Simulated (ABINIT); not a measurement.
Run report: La$_{2}$O$_{3}$, dielectric calculation (part 2 of 4)

Continued. System: La$_{2}$O$_{3}$ (5 atoms in the cell). Method: Kohn-Sham DFT of a periodic cell, PBE, PseudoDojo NC SR PBE v0.4.1 standard, no spin polarisation (ABINIT 10.8.3); cutoff 1687.11 eV, 4×4×4 k-mesh, fixed occupations. The structure derives from a Materials Project entry.

Geometry of the input (Å; fractional positions):
```
3.9308  0.0000  0.0000
-1.9654  3.4042  0.0000
0.0000  0.0000  6.1120
La 0.3333  0.6667  0.2462
La 0.6667  0.3333  0.7538
O  0.0000  0.0000  0.0000
O  0.3333  0.6667  0.6459
O  0.6667  0.3333  0.3541
```

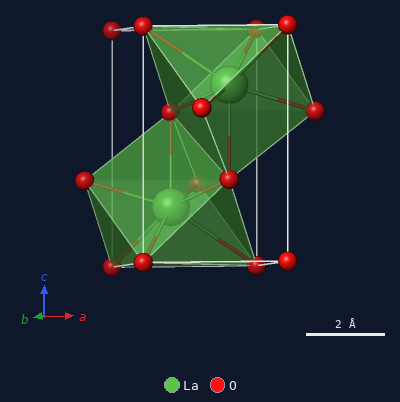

*The structure (polyhedral view of the cell of the calculation, seen at an oblique angle; polyhedra are completed across the faces of the cell). An atom can appear more than once, as a periodic image.*

**What the program printed, continued**
```
 cartesian coordinates (angstrom) at end:
    1      0.00000000000000     2.26943566602871     1.50498103112559
    2      1.96538893900000     1.13471783301435     4.60697248887441
    3      0.00000000000000     0.00000000000000     0.00000000000000
    4      0.00000000000000     2.26943566602871     3.94765363180259
    5      1.96538893900000     1.13471783301435     2.16429988819741

 cartesian forces (hartree/bohr) at end:
    1      0.00000000000000     0.00000000000000     0.00015809646546
    2     -0.00000000000000    -0.00000000000000    -0.00015809646546
    3     -0.00000000000000     0.00000000000000    -0.00000000000000
    4      0.00000000000000    -0.00000000000000     0.00016845764409
    5      0.00000000000000     0.00000000000000    -0.00016845764409
 frms,max,avg= 8.4358339E-05 1.6845764E-04   0.000E+00  0.000E+00  0.000E+00 h/b

 cartesian forces (eV/Angstrom) at end:
    1      0.00000000000000     0.00000000000000     0.00812964711991
    2     -0.00000000000000    -0.00000000000000    -0.00812964711991
    3     -0.00000000000000     0.00000000000000    -0.00000000000000
    4      0.00000000000000    -0.00000000000000     0.00866244034725
    5      0.00000000000000     0.00000000000000    -0.00866244034725
 frms,max,avg= 4.3378802E-03 8.6624403E-03   0.000E+00  0.000E+00  0.000E+00 e/A
 length scales=  7.428093651197  7.428093651197 11.549918247078 bohr
              =  3.930777878000  3.930777878000  6.111953520000 angstroms
 Fermi (or HOMO) energy (hartree) =   0.21897   Average Vxc (hartree)=  -0.39551
 Eigenvalues (hartree) for nkpt=  10  k points:
 kpt#   1, nband= 20, wtk=  0.03125, kpt=  0.0000  0.0000  0.1250 (reduced coord)
  -0.87458   -0.86631   -0.39948   -0.35386   -0.33950   -0.26708   -0.26708   -0.25911
  -0.25911   -0.25369   -0.22706    0.13008    0.13008    0.13930    0.14343    0.14343
   0.16544    0.20731    0.20731    0.21330
 prteigrs : prtvol=0 or 1, do not print more k-points.

--- !EnergyTerms
iteration_state     : {dtset: 1, }
comment             : Components of total free energy in Hartree
kinetic             :  5.05487724607403E+01
hartree             :  1.95212273026026E+01
xc                  : -2.94813195978251E+01
Ewald energy        : -9.79164538553286E+01
psp_core            :  5.67182290685762E+00
local_psp           : -6.81259169922319E+01
non_local_psp       : -4.30237042992365E-01
total_energy        : -1.20212104818178E+02
total_energy_eV     : -3.27113801564978E+03
band_energy         : -5.66740047584688E+00
...

 Cartesian components of stress tensor (hartree/bohr^3)
  sigma(1 1)= -4.66752485E-05  sigma(3 2)=  0.00000000E+00
  sigma(2 2)= -4.66752489E-05  sigma(3 1)=  0.00000000E+00
  sigma(3 3)= -5.87457136E-05  sigma(2 1)=  0.00000000E+00

-Cartesian components of stress tensor (GPa)         [Pressure=  1.4916E+00 GPa]
- sigma(1 1)= -1.37323322E+00  sigma(3 2)=  0.00000000E+00
- sigma(2 2)= -1.37323323E+00  sigma(3 1)=  0.00000000E+00
- sigma(3 3)= -1.72835856E+00  sigma(2 1)=  0.00000000E+00

================================================================================
== DATASET  2 ==================================================================

--- !DatasetInfo
iteration_state: {dtset: 2, }
dimensions: {natom: 5, nkpt: 32, mband: 20, nsppol: 1, nspinor: 1, nspden: 1, mpw: 12923, }
cutoff_energies: {ecut:  62.0, pawecutdg:  -1.0, }
electrons: {nelect:   4.00000000E+01, charge:   0.00000000E+00, occopt:   1.00000000E+00, tsmear:   1.00000000E-02, }
meta: {optdriver: 1, rfelfd: 2, }
...

 mkfilename : getwfk/=0, take file _WFK from output of DATASET   1.

 Exchange-correlation functional for the present dataset will be:
  GGA: Perdew-Burke-Ernzerhof functional - ixc=11
  J.P.Perdew, K.Burke, M.Ernzerhof, PRL 77, 3865 (1996)

 Real(R)+Recip(G) space primitive vectors, cartesian coordinates (Bohr,Bohr^-1):
 R(1)=  7.4280937  0.0000000  0.0000000  G(1)=  0.1346240  0.0777252  0.0000000
 R(2)= -3.7140468  6.4329178  0.0000000  G(2)=  0.0000000  0.1554505  0.0000000
 R(3)=  0.0000000  0.0000000 11.5499182  G(3)=  0.0000000  0.0000000  0.0865807
 Unit cell volume ucvol=  5.5190494E+02 bohr^3
 Angles (23,13,12)=  9.00000000E+01  9.00000000E+01  1.20000000E+02 degrees
 setup1 : take into account q-point for computing boxcut.

 getcut: wavevector=  0.0000  0.0000  0.0000  ngfft=  54  54  90
         ecut(hartree)=     62.000   => boxcut(ratio)=   2.05142
--------------------------------------------------------------------------------

 ==>  initialize data related to q vector <==

 The list of irreducible perturbations for this q vector is:
    1)    idir= 1    ipert=   6
    2)    idir= 2    ipert=   6
    3)    idir= 3    ipert=   6

================================================================================

--------------------------------------------------------------------------------
 Perturbation wavevector (in red.coord.)   0.000000  0.000000  0.000000
 Perturbation : derivative vs k along direction   1
 The set of symmetries contains only one element for this perturbation.
 symkpt : not enough symmetry to change the number of k points.

--------------------------------------------------------------------------------

--------------------------------------------------------------------------------

 Initialisation of the first-order wave-functions :
  ireadwf=   0

--- !BeginCycle
iteration_state: {dtset: 2, }
solver: {iscf: -3, nstep: 80, nline: 4, wfoptalg: 0, }
tolerances: {tolwfr: 1.00E-18, }
...

     iter   2DEtotal(Ha)        deltaE(Ha) residm    vres2
-ETOT  1  -40.480997281413     -4.048E+01 2.457E-01 0.000E+00
 ETOT  2  -40.871216006705     -3.902E-01 1.585E-02 0.000E+00
 ETOT  3  -40.967847865797     -9.663E-02 5.320E-03 0.000E+00
 ETOT  4  -40.996408400780     -2.856E-02 1.232E-03 0.000E+00
 ETOT  5  -41.005712508552     -9.304E-03 7.536E-04 0.000E+00
 ETOT  6  -41.008878592019     -3.166E-03 1.705E-04 0.000E+00
 ETOT  7  -41.009993237196     -1.115E-03 1.182E-04 0.000E+00
 ETOT  8  -41.010393628591     -4.004E-04 2.764E-05 0.000E+00
 ETOT  9  -41.010540093336     -1.465E-04 1.869E-05 0.000E+00
 ETOT 10  -41.010594330895     -5.424E-05 4.538E-06 0.000E+00
 ETOT 11  -41.010614634275     -2.030E-05 2.980E-06 0.000E+00
 ETOT 12  -41.010622298749     -7.664E-06 7.453E-07 0.000E+00
 ETOT 13  -41.010625213860     -2.915E-06 4.896E-07 0.000E+00
 ETOT 14  -41.010626329539     -1.116E-06 1.227E-07 0.000E+00
 ETOT 15  -41.010626758939     -4.294E-07 8.370E-08 0.000E+00
 ETOT 16  -41.010626925015     -1.661E-07 2.025E-08 0.000E+00
 ETOT 17  -41.010626989531     -6.452E-08 1.434E-08 0.000E+00
 ETOT 18  -41.010627014694     -2.516E-08 3.353E-09 0.000E+00
 ETOT 19  -41.010627024543     -9.850E-09 2.461E-09 0.000E+00
 ETOT 20  -41.010627028411     -3.868E-09 5.567E-10 0.000E+00
 ETOT 21  -41.010627029935     -1.524E-09 4.231E-10 0.000E+00
 ETOT 22  -41.010627030537     -6.020E-10 9.262E-11 0.000E+00
 ETOT 23  -41.010627030776     -2.384E-10 7.289E-11 0.000E+00
 ETOT 24  -41.010627030870     -9.470E-11 1.544E-11 0.000E+00
 ETOT 25  -41.010627030908     -3.760E-11 1.258E-11 0.000E+00
 ETOT 26  -41.010627030923     -1.504E-11 2.580E-12 0.000E+00
 ETOT 27  -41.010627030929     -6.004E-12 2.175E-12 0.000E+00
 ETOT 28  -41.010627030931     -2.466E-12 4.318E-13 0.000E+00
 ETOT 29  -41.010627030932     -9.521E-13 3.768E-13 0.000E+00
 ETOT 30  -41.010627030933     -3.979E-13 7.239E-14 0.000E+00
 ETOT 31  -41.010627030933     -5.684E-14 6.539E-14 0.000E+00
 ETOT 32  -41.010627030933     -2.132E-14 1.215E-14 0.000E+00
 ETOT 33  -41.010627030933     -9.237E-14 1.137E-14 0.000E+00
 ETOT 34  -41.010627030933      0.000E+00 2.071E-15 0.000E+00
 ETOT 35  -41.010627030933     -6.395E-14 1.979E-15 0.000E+00
 ETOT 36  -41.010627030933      7.816E-14 3.620E-16 0.000E+00
 ETOT 37  -41.010627030933     -7.105E-14 3.452E-16 0.000E+00
 ETOT 38  -41.010627030933     -1.421E-14 6.336E-17 0.000E+00
 ETOT 39  -41.010627030933      1.421E-14 6.031E-17 0.000E+00
 ETOT 40  -41.010627030933      0.000E+00 1.110E-17 0.000E+00
 ETOT 41  -41.010627030933      0.000E+00 1.055E-17 0.000E+00
 ETOT 42  -41.010627030933      0.000E+00 1.947E-18 0.000E+00
 ETOT 43  -41.010627030933      0.000E+00 1.848E-18 0.000E+00
 ETOT 44  -41.010627030933      0.000E+00 9.981E-19 0.000E+00

 At SCF step   44   max residual=  9.98E-19 < tolwfr=  1.00E-18 =>converged.
================================================================================

 ----iterations are completed or convergence reached----

 Mean square residual over all n,k,spin=   69.807E-20; max=  99.813E-20
 dfpt_looppert : ek2=    7.6319184163E+01
          f-sum rule ratio=    1.0004967250E+00
 Expectation of eigenvalue derivatives (hartree) for nkpt=  32  k points:
  (in case of degenerate eigenvalues, averaged derivative)
 kpt#   1, nband= 20, wtk=  0.03125, kpt=  0.0000  0.0000  0.1250 (reduced coord)
  -0.00000    0.00000   -0.00000   -0.00000    0.00000   -0.00000   -0.00000   -0.00000
  -0.00000    0.00000    0.00000    0.00000    0.00000    0.00000   -0.00000   -0.00000
   0.00000    0.00000    0.00000   -0.00000
 prteigrs : prtvol=0 or 1, do not print more k-points.

 2DEtotal=   -0.4101062703E+02 Ha. Also 2DEtotal=   -0.111595601233E+04 eV
    (  non-var. 2DEtotal :   -4.1010627027E+01 Ha)

--------------------------------------------------------------------------------
 Perturbation wavevector (in red.coord.)   0.000000  0.000000  0.000000
 Perturbation : derivative vs k along direction   2
 The set of symmetries contains only one element for this perturbation.
 symkpt : not enough symmetry to change the number of k points.

--------------------------------------------------------------------------------

--------------------------------------------------------------------------------

 Initialisation of the first-order wave-functions :
  ireadwf=   0

--- !BeginCycle
iteration_state: {dtset: 2, }
solver: {iscf: -3, nstep: 80, nline: 4, wfoptalg: 0, }
tolerances: {tolwfr: 1.00E-18, }
...

     iter   2DEtotal(Ha)        deltaE(Ha) residm    vres2
-ETOT  1  -40.481562625545     -4.048E+01 2.742E-01 0.000E+00
 ETOT  2  -40.871468511596     -3.899E-01 1.585E-02 0.000E+00
 ETOT  3  -40.967905656976     -9.644E-02 5.320E-03 0.000E+00
 ETOT  4  -40.996421837114     -2.852E-02 1.232E-03 0.000E+00
 ETOT  5  -41.005715928098     -9.294E-03 7.536E-04 0.000E+00
 ETOT  6  -41.008879541946     -3.164E-03 1.705E-04 0.000E+00
 ETOT  7  -41.009993458024     -1.114E-03 1.182E-04 0.000E+00
 ETOT  8  -41.010393732001     -4.003E-04 2.764E-05 0.000E+00
 ETOT  9  -41.010540147539     -1.464E-04 1.869E-05 0.000E+00
 ETOT 10  -41.010594356420     -5.421E-05 4.538E-06 0.000E+00
 ETOT 11  -41.010614645014     -2.029E-05 2.980E-06 0.000E+00
 ETOT 12  -41.010622302416     -7.657E-06 7.453E-07 0.000E+00
 ETOT 13  -41.010625214351     -2.912E-06 4.896E-07 0.000E+00
 ETOT 14  -41.010626328636     -1.114E-06 1.227E-07 0.000E+00
 ETOT 15  -41.010626757441     -4.288E-07 8.370E-08 0.000E+00
 ETOT 16  -41.010626923264     -1.658E-07 2.025E-08 0.000E+00
 ETOT 17  -41.010626987675     -6.441E-08 1.434E-08 0.000E+00
 ETOT 18  -41.010627012794     -2.512E-08 3.353E-09 0.000E+00
 ETOT 19  -41.010627022625     -9.832E-09 2.461E-09 0.000E+00
 ETOT 20  -41.010627026486     -3.861E-09 5.567E-10 0.000E+00
 ETOT 21  -41.010627028007     -1.521E-09 4.231E-10 0.000E+00
 ETOT 22  -41.010627028608     -6.007E-10 9.262E-11 0.000E+00
 ETOT 23  -41.010627028846     -2.380E-10 7.289E-11 0.000E+00
 ETOT 24  -41.010627028940     -9.445E-11 1.544E-11 0.000E+00
 ETOT 25  -41.010627028978     -3.752E-11 1.258E-11 0.000E+00
 ETOT 26  -41.010627028993     -1.513E-11 2.580E-12 0.000E+00
 ETOT 27  -41.010627028999     -5.933E-12 2.175E-12 0.000E+00
 ETOT 28  -41.010627029001     -2.323E-12 4.318E-13 0.000E+00
 ETOT 29  -41.010627029002     -1.073E-12 3.768E-13 0.000E+00
 ETOT 30  -41.010627029002     -4.263E-13 7.239E-14 0.000E+00
 ETOT 31  -41.010627029002     -1.421E-14 6.539E-14 0.000E+00
 ETOT 32  -41.010627029003     -9.948E-14 1.215E-14 0.000E+00
 ETOT 33  -41.010627029003     -8.527E-14 1.137E-14 0.000E+00
 ETOT 34  -41.010627029003      2.842E-14 2.071E-15 0.000E+00
 ETOT 35  -41.010627029003     -2.842E-14 1.979E-15 0.000E+00
 ETOT 36  -41.010627029003      1.421E-14 3.620E-16 0.000E+00
 ETOT 37  -41.010627029003     -2.132E-14 3.452E-16 0.000E+00
 ETOT 38  -41.010627029003     -1.421E-14 6.336E-17 0.000E+00
 ETOT 39  -41.010627029003      2.132E-14 6.031E-17 0.000E+00
 ETOT 40  -41.010627029003      4.263E-14 1.110E-17 0.000E+00
 ETOT 41  -41.010627029003     -2.842E-14 1.055E-17 0.000E+00
 ETOT 42  -41.010627029003     -7.105E-15 1.947E-18 0.000E+00
 ETOT 43  -41.010627029003      2.132E-14 1.848E-18 0.000E+00
 ETOT 44  -41.010627029003      0.000E+00 9.981E-19 0.000E+00

 At SCF step   44   max residual=  9.98E-19 < tolwfr=  1.00E-18 =>converged.
================================================================================

 ----iterations are completed or convergence reached----

 Mean square residual over all n,k,spin=   69.269E-20; max=  99.813E-20
 dfpt_looppert : ek2=    7.6319184161E+01
          f-sum rule ratio=    1.0004967250E+00
 Expectation of eigenvalue derivatives (hartree) for nkpt=  32  k points:
  (in case of degenerate eigenvalues, averaged derivative)
 kpt#   1, nband= 20, wtk=  0.03125, kpt=  0.0000  0.0000  0.1250 (reduced coord)
  -0.00000    0.00000   -0.00000   -0.00000    0.00000   -0.00000   -0.00000   -0.00000
  -0.00000    0.00000    0.00000    0.00000    0.00000    0.00000   -0.00000   -0.00000
   0.00000    0.00000    0.00000   -0.00000
 prteigrs : prtvol=0 or 1, do not print more k-points.

 2DEtotal=   -0.4101062703E+02 Ha. Also 2DEtotal=   -0.111595601228E+04 eV
    (  non-var. 2DEtotal :   -4.1010627025E+01 Ha)

--------------------------------------------------------------------------------
 Perturbation wavevector (in red.coord.)   0.000000  0.000000  0.000000
 Perturbation : derivative vs k along direction   3
 The set of symmetries contains only one element for this perturbation.
 symkpt : not enough symmetry to change the number of k points.

--------------------------------------------------------------------------------

--------------------------------------------------------------------------------

 Initialisation of the first-order wave-functions :
  ireadwf=   0

--- !BeginCycle
iteration_state: {dtset: 2, }
solver: {iscf: -3, nstep: 80, nline: 4, wfoptalg: 0, }
tolerances: {tolwfr: 1.00E-18, }
...
```
